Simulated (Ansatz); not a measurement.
**Os: 6 runs along one coordinate**

System: Os (2 atoms in the cell).
Method: Kohn-Sham DFT of a periodic cell, PBEsol0, Ansatz PAW, no spin polarisation (Ansatz 0.2.0).

The 6 runs differ only in the geometry, by an even scaling of the cell at fixed fractional positions. The structure derives from an entry of the Crystallography Open Database.

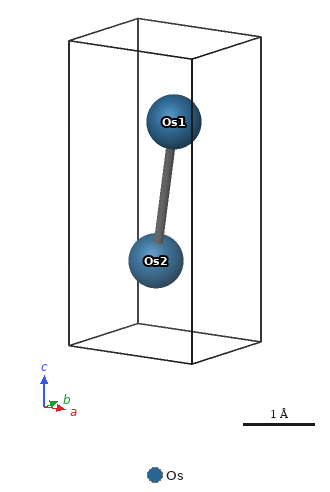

Figure 1. The structure of run 4 (ball-and-stick view of the cell of the calculation, seen slightly off an axis; atoms are numbered from 1 in the order of the input).

**Input of run 4**
```yaml
crystal:
  lattice:
    - [2.7522071502, 0.0, 0.0]
    - [-1.3761035751, 2.3834813086, 0.0]
    - [0.0, 0.0, 4.3483081185]
  atoms:
    - { symbol: Os, position: [0.6666666667, 0.3333333333, 0.75] }
    - { symbol: Os, position: [0.3333333333, 0.6666666667, 0.25] }
hamiltonian:
  xc: { exchange: pbesol, correlation: pbesol, exx: { coeff: 0.25 } }
  pseudopotentials: { kind: paw }
kpoints:
  mp_grid: { grid: [6, 6, 3] }
scf:
  occupations: { method: fermi_dirac, width: 0.05 }
output:
  forces: true
  stress: true
  eigenvalues: true
```

Command:
```bash
ansatz run input.yaml --threads 2 --pin off --max-ram 5632MiB --backend cpu --events-out ev --progress --plain --runs-dir out
```

Run 3 differs from it as follows:
```diff
-    - [2.7522071502, 0.0, 0.0]
-    - [-1.3761035751, 2.3834813086, 0.0]
-    - [0.0, 0.0, 4.3483081185]
+    - [2.7341, 0.0, 0.0]
+    - [-1.36705, 2.3678000565, 0.0]
+    - [0.0, 0.0, 4.3197]
```

**Results, with one run withheld**

```csv
run,volume per atom (Å³),"free energy per atom, from the lowest run given (meV)",pressure (GPa)
1,13.143,22.05,17.22
2,13.703,0.00,−3.77
3,13.982,?,?
4,14.262,43.29,−20.38
5,14.542,85.03,−27.31
6,14.821,138.20,−33.47
```

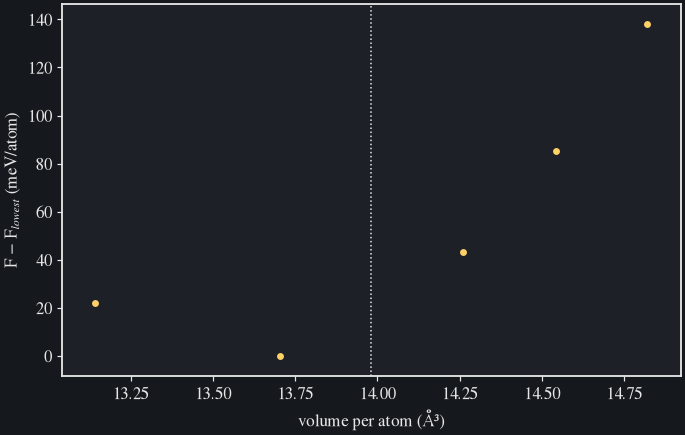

Figure 2. Free energy per atom of the runs given; the dotted line marks run 3.

Estimate the energy of run 3 from the others.

A cubic polynomial in V^(−2/3) (the Birch–Murnaghan form), fitted to the 5 runs given, misses them by at most 0.04 meV per atom. With x = V^(−2/3) − 0.17156 Å⁻², it reads F = 22.208 − 11654 x + 1.4333e+06 x² + 2.683e+06 x³ (meV per atom). At run 3 it gives 14.36 meV per atom, and the run itself gives 14.41. The slope of the fit gives a pressure −dF/dV of −12.54 GPa there, and the run prints −12.56 GPa. The fit has its minimum at 13.592 Å³ per atom, where V d²F/dV² gives 473 GPa. Cell shape and fractional positions are held, so this is the stiffness under even scaling; the relaxed bulk modulus wasn't computed.

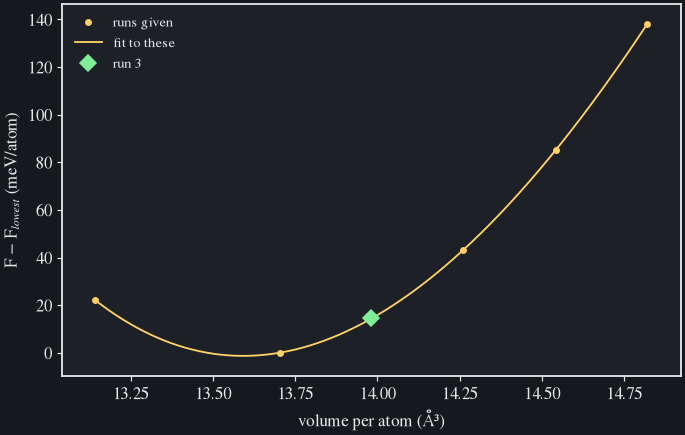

Figure 3. The fit and the withheld run.

**Output, shortened to warnings, some set-up lines, iterations and results (run 3)**
```
Warning: output.stress: scf.convergence.dr2_threshold = 1e-7 eV (the SCF's general default) is looser than the 2e-10 eV advised for a printed stress (1e-10 eV for each atom of the cell: 2). What an SCF threshold leaves in a stress goes as its square root, and in the free energy as the threshold itself, and one threshold admits the most on a small cell: of the crystals measured, under no hybrid …
Warning: output.stress: scf.exx.energy_threshold = 1e-6 eV is looser than the 2e-8 eV advised for a stress under a hybrid functional (1e-8 eV for each atom of the cell: 2). Every SCF of the exchange loop can meet its threshold on dr2 while the loop round them stops early: no threshold on dr2 bounds what that leaves in the stress. Set scf.exx.energy_threshold to 2e-8 eV or tighter. The threshold …
Basis set: ecut = 420 eV, 537 PW (Γ), exchange–correlation on 40×40×60 points (8 copies of the dense FFT grid, shifted against one another)
Symmetry: 24 space group operations
k-points: 14 of 108
Initial density: superposition of atomic densities (neutral atoms: chi_scale 0, normalization atom), corrected by the library's trained network
[...]
SCF iter   1: F=—  HF=-22501.991690 eV  |F-HF|=—  |Δ(HF+E_count)|=         —  Δρ=1.49e-2  dr2=2.98e-2  ethr=1.77e-3  ⟨swp⟩=5.1  Hψ=1029  notcnv=0
SCF iter   2: F=—  HF=-22501.983871 eV  |F-HF|=—  |Δ(HF+E_count)|=   7.82e-3  Δρ=5.78e-3  dr2=2.11e-3  ethr=6.59e-6  ⟨swp⟩=2.0  Hψ=1175  notcnv=0
SCF iter   3: F=—  HF=-22501.984307 eV  |F-HF|=—  |Δ(HF+E_count)|=   4.36e-4  Δρ=1.86e-3  dr2=2.00e-4  ethr=6.58e-6  ⟨swp⟩=2.0  Hψ=509  notcnv=0
SCF iter   4: F=—  HF=-22501.984393 eV  |F-HF|=—  |Δ(HF+E_count)|=   8.55e-5  Δρ=6.40e-5  dr2=5.67e-7  ethr=6.25e-7  ⟨swp⟩=2.0  Hψ=509  notcnv=0
SCF iter   5: F=—  HF=-22501.984393 eV  |F-HF|=—  |Δ(HF+E_count)|=   3.03e-8  Δρ=2.07e-5  dr2=8.97e-8  ethr=1.77e-9  ⟨swp⟩=3.6  Hψ=639  notcnv=0
[... 12 lines ...]
SCF iter   2: F=—  HF=-22573.486059 eV  |F-HF|=—  |Δ(HF+E_count)|=   7.53e-7  Δρ=2.08e-5  dr2=5.49e-6  ethr=4.58e-9  ⟨swp⟩=2.9  Hψ=542  notcnv=0
SCF iter   3: F=—  HF=-22573.486171 eV  |F-HF|=—  |Δ(HF+E_count)|=   1.12e-4  Δρ=2.32e-5  dr2=9.62e-8  ethr=8.79e-11  ⟨swp⟩=4.0  Hψ=845  notcnv=0
SCF iter   4: F=—  HF=-22573.486171 eV  |F-HF|=—  |Δ(HF+E_count)|=   2.49e-8  Δρ=4.28e-6  dr2=5.23e-8  ethr=8.79e-11  ⟨swp⟩=3.0  Hψ=569  notcnv=0
SCF iter   5: F=-22573.486171 eV  HF=-22573.486171 eV  |F-HF|=1.19e-9  |Δ(HF+E_count)|=   4.22e-7  Δρ=3.85e-6  dr2=3.31e-9  ethr=3.58e-12  ⟨swp⟩=4.0  Hψ=804  notcnv=0
SCF 3 converged in 5 iterations: F = -22573.486171 eV  dr2 = 3.31e-9
  Residual-converged pass: ⟨swp⟩=2.0  Hψ=377  notcnv=0  max |occ|·‖R‖ = 2.4e-6 eV (tolerance 2.4e-6 eV)  dr2=3.31e-9  dr2_onsite=1.23e-10  max |Δocc| = 1.3e-15
hybrid outer 2: dexx = +3.148e-6 eV, tail = 1.78e-8 eV, Δε = 3.74e-3 eV (about 1.14e-4 eV left of the loop's levels)
hybrid SCF converged: 2 outer / 12 inner (+7 warm-up), last move |dexx| = 3.15e-6 eV, tail = 1.78e-8 eV
Stability not checked: this state was not tested for a lower state beside it, because the functional holds exact exchange (a hybrid, or Hartree-Fock), whose exchange loop this test does not read (fock_operator; see scf.lower_state_search)
Free energy (F): -22573.486171 eV
Frozen-core exchange: fock
Harris-Foulkes:  -22573.486171 eV  (|F-HF|=1.19e-9)
Internal energy: -22573.483640 eV  (E = F + TS)
E sigma→0 (E₀):  -22573.484906 eV
Entropy (-TS):   -0.002531 eV (-1.266 meV/atom)
Fermi energy:    25.619672 eV
--- Per-component energies (eV) ---
  E_band       = -215.306575
  E_kinetic    = 1122.236891
  E_local      = -1563.867379  (includes V_loc(G=0)·N_el)
  E_nonlocal   = 5.101084
  E_hartree    = 646.244149
  E_xc         = -409.614180
  E_vxc        = -437.826021  (∫ρ·V_xc dr)
  E_exx        = -115.087315  (= α·E_x^exact, valence–valence)
  E_paw        = -17835.502515  (= ΣΔE_a)
  E_vpaw       = -403.265489  (= ΣTr[D̂ρ^β])
  E_aug_tail   = -0.000169  (compensation charges beyond the density's cutoff)
  E_ewald      = -4418.580283
  E_core_change = -4.413922  (= ΣΔE_core)
  E_smearing   = -0.002531  (= −TS)
  E_closure    = 0.000000  (closes the sum)
  Σ components = -22573.486171   (vs F -22573.486171, Δ=3.64e-12)
--- Forces (eV/Å), atoms counted from 1 ---
  atom   1  Os     0.00000000     0.00000000     0.00000000
  atom   2  Os     0.00000000    -0.00000000     0.00000000
  max |Σ_I F_I| component: 1.48e-16 eV/Å
--- Stress (GPa, compression-positive) ---
      -10.069952       0.000000       0.000000
        0.000000     -10.069952       0.000000
        0.000000       0.000000     -17.550074
  P = ⅓ Tr σ = -12.5633 GPa (-125.633 kbar)
```

Warnings of the run: the exchange loop's threshold is looser than advised for the stress; the SCF threshold is looser than advised for the printed stress. Spin–orbit coupling is left out, which matters for Os.
